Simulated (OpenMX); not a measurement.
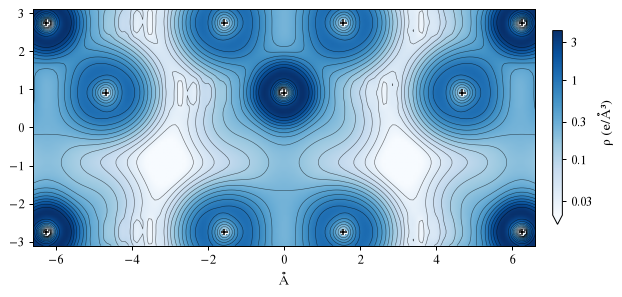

The valence pseudo-density on a plane through atoms (crosses mark nuclei in the plane).

The calculation used Kohn-Sham DFT of a periodic cell, PBE, spin-orbit coupling, OpenMX 2013 PBE set in OpenMX 3.8.5.

Candidates:
A. WS2, a = 3.18 Å, b = 3.18 Å, c = 12.50 Å, α = 90.00°, β = 90.00°, γ = 120.00°. Space group P6₃/mmc.
B. SnO2, a = 4.74 Å, b = 4.74 Å, c = 3.19 Å, α = 90.00°, β = 90.00°, γ = 90.00°. Space group P4₂/mnm; not relaxed (largest force 0.4 eV/Å).

### Which system is this?

Candidate A: WS2 on the (110) plane of the conventional cell, which holds W and S. W–S (2.41 Å): ρ is about 0.6 e/Å³ halfway.
